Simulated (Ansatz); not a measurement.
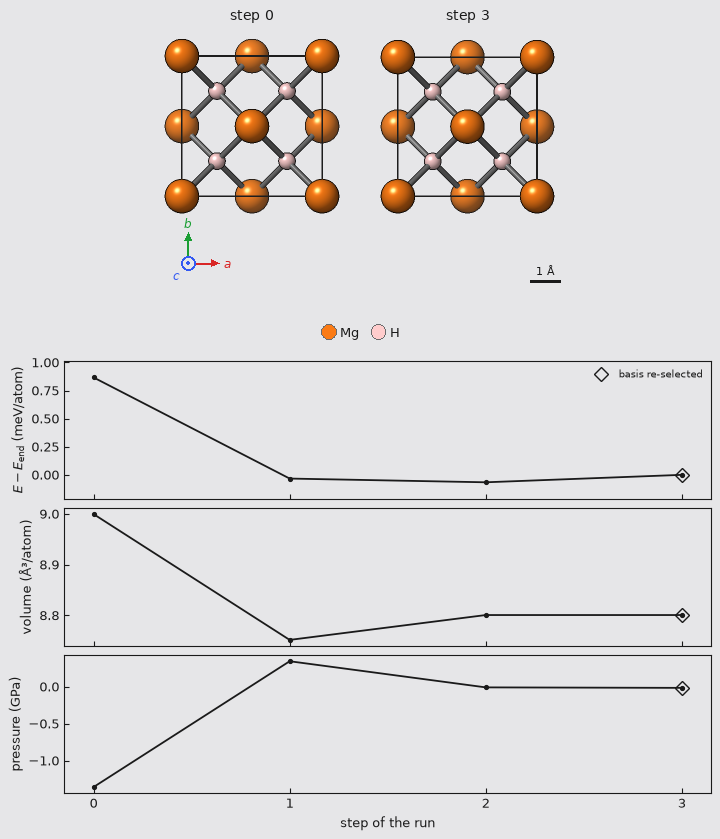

First and last geometry of a relaxation of solid MgH₂ (set up in Fm-3m), with the history of the run. Style: ball-and-stick. Shown: the conventional cell (4 times the calculation's cell), along the c axis. Lengths and directions refer to the drawn axes.

These are results of DFT r2SCAN, scalar-relativistic, plane waves, PAW (Ansatz), not measurements.

Input
```yaml
crystal:
  lattice:
    - [0.0, 2.3810671667, 2.3810671667]
    - [2.3810671667, 0.0, 2.3810671667]
    - [2.3810671667, 2.3810671667, 0.0]
  atoms:
    - { symbol: Mg, position: [0.0, 0.0, 0.0] }
    - { symbol: H, position: [0.75, 0.75, 0.75] }
    - { symbol: H, position: [0.25, 0.25, 0.25] }
basis:
  ecutwfc: 500
kpoints:
  mp_grid: { grid: [16, 16, 16] }
hamiltonian:
  xc: r2scan
scf:
  occupations: { method: gaussian, width: 0.1 }
output:
  forces: true
  stress: true
  eigenvalues: true
relax:
  adjacent_minimum: "off"
  f_tol: 0.005
  max_steps: 80
  cell: { stress_tol: 0.05 }
```

**Did the run converge, and what did it change?**

It converged. No atom moves by more than 0.005 Å relative to the cell. The drawn cell changes as follows: a = b = c 4.762 → 4.727 Å (−0.7 %); the volume changes by −2.2 %. Near-neighbour distances that change, for instance: Mg1–H2 2.062 → 2.047 Å. The space group stays Fm-3m (No. 225). Over 2 accepted moves (3 points after the start) the energy falls by 0.9 meV per atom. All forces vanish by symmetry, so only the cell relaxes. Pressure: −1.36 GPa at the start and −0.02 GPa at the end. At 1 point the geometry stayed and the basis and grid were re-selected for the new cell (energy shift of 0.1 meV per atom at most each time). The run took of the order of 17 core-seconds on a shared host.

```csv
step,"E − E(0), meV/atom","pressure, GPa","volume, Å³/atom",note
0,0.00,-1.36,9.000,
1,-0.90,0.34,8.752,
2,-0.93,-0.01,8.801,
3,-0.87,-0.02,8.801,"same geometry, new basis"
```
